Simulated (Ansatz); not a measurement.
System: Ag, space group Fm-3m (No. 225).

Structure:
```cif
data_structure
_symmetry_space_group_name_H-M 'P 1'
_symmetry_Int_Tables_number 1
_cell_length_a 2.8894
_cell_length_b 2.8894
_cell_length_c 2.8894
_cell_angle_alpha 60.000
_cell_angle_beta 60.000
_cell_angle_gamma 60.000
_cell_volume 17.06
loop_
_atom_site_label
_atom_site_type_symbol
_atom_site_fract_x
_atom_site_fract_y
_atom_site_fract_z
_atom_site_occupancy
Ag1 Ag 0.00000 0.00000 0.00000 1
```

Method: periodic Kohn-Sham DFT of a crystal at fixed atoms, scaled to the stated factor times the given cell; pressure positive in compression, energy less spherical unpolarised free atoms (Ansatz 0.2.0). Level: PBE.

method all-electron LAPW; relativity scalar; k mesh 15×15×15; occupations Fermi–Dirac; smearing width 0.03 eV; basis error target 0.5 (meV/atom); nucleus Gaussian.

V(given) is 17.06 Å³/atom.

Describe the result: the energy less free atoms and pressure against V/V(given). The V/V(given) takes the values 0.941, 0.970, 1.000, 1.030, 1.060.

A third-order Birch–Murnaghan fit gives V0 = 17.82 Å³/atom, B0 = 92.1 GPa and B′ = 5.7. The energy less free atoms is −2.6483 eV/atom at V/V(given) 0.941 and −2.7113 eV/atom at 1.060; the lowest computed point is at V/V(given) 1.030 (−2.7114 eV/atom), and no other minimum shows among the points. The pressure falls from 13.0 GPa at V/V(given) 0.941 to −1.3 GPa at 1.060, and changes sign near 1.045.

```tsv
V/V(given)	energy less free atoms (eV/atom)	pressure (GPa)
0.941	-2.6483	13.0
0.970	-2.6817	8.4
1.000	-2.7021	4.5
1.030	-2.7114	1.3
1.060	-2.7113	-1.3
```

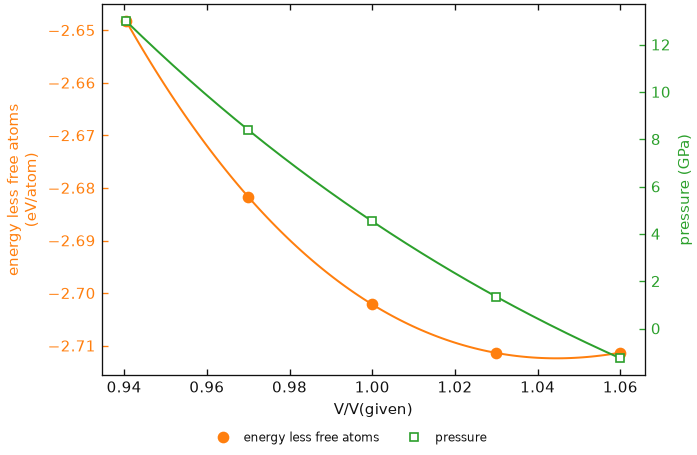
